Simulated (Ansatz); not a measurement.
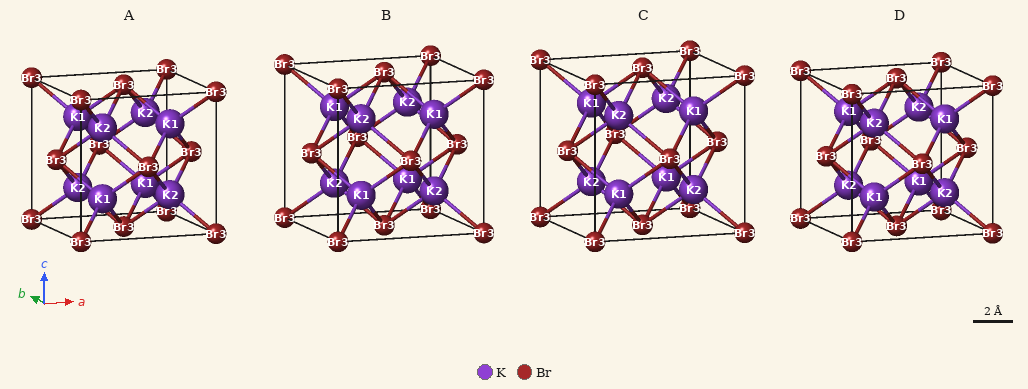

4 geometries from one relaxation of a crystal of K₂Br (built on the fluorite_225 type) (coarse preliminary run), in shuffled order. The picture is a ball-and-stick view of the conventional cell (4 times the calculation's cell), seen slightly off an axis. Lengths and directions refer to the drawn axes.

Case: anti-fluorite type (Fm-3m, No. 225).

Computed with DFT r2SCAN, scalar-relativistic, plane waves, PAW in Ansatz 0.2.0. Settings: plane-wave cutoff 500 eV; k-point mesh 4 × 4 × 4; occupations gaussian; smearing width 0.1 eV; no spin polarisation; cell and atoms relaxed; force threshold 0.04 eV/Å; at most 70 steps.

Put them in the order of the run, from the start to the converged end.

Answer. A, D, B, C. They are steps 0, 1, 2, 4, at +0.363 eV per cell of the calculation, +0.120 eV per cell of the calculation, +21.2 meV per cell of the calculation relative to the last. Over 3 accepted moves (4 points after the start) the energy falls by 0.363 eV per cell of the calculation. All forces vanish by symmetry, so only the cell relaxes. The pressure goes from 4.33 to −0.03 GPa. The SCF was repeated once at an unchanged geometry on a basis and grid sized afresh for the cell, which shifted the energy by 3.6 meV per cell of the calculation at most. The atoms keep their places relative to the cell (all moves are under 0.005 Å). The volume changes by +36.2 %, with a = b = c 7.387 → 8.188 Å (+10.8 %). Among the contacts that change: K1–Br3 3.199 → 3.546 Å. The space group stays Fm-3m (No. 225). The run took 12 s on 1 thread of Intel(R) Xeon(R) 6975P-C (Granite Rapids), with other jobs on the host, peak memory 0.75 GiB.
